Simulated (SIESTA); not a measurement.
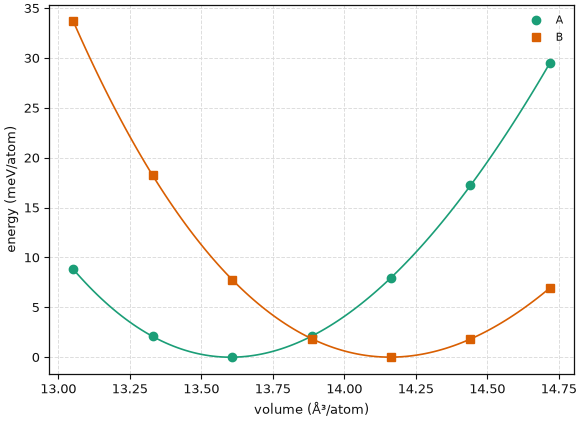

The figure compares two calculations of the energy against volume, each curve from its own zero. The first is for CaO, space group Fm-3m (No. 225).

The cell holds 2 atoms.

Calculation (SIESTA 5.4.2): DFT in numerical atomic orbitals with pseudopotentials, no spin polarisation; energies at scaled volumes of the given cell, shape and fractions fixed, counted from the fit's minimum, third-order Birch-Murnaghan fit. Level: PBE.

- k mesh: 10×10×10
- occupations: Fermi–Dirac
- smearing width: 0.05 eV
- potentials: PseudoDojo 0.4 standard, converted to PSML, two zetas on semicore shells
- program settings: basis DZP, mesh cutoff 800 Ry

In the second, the level changes from PBE to PBEsol.

Which of A and B is the second calculation, and what did the change do?

Answer. A. The equilibrium volume falls from 14.16 to 13.60 Å³/atom (−4.0 %) and the bulk modulus rises from 108 to 118 GPa (+9.3 %).

For both, limits of the calculation: mulliken charges of long orbitals.

V0 and the bulk modulus come from third-order Birch–Murnaghan fits.
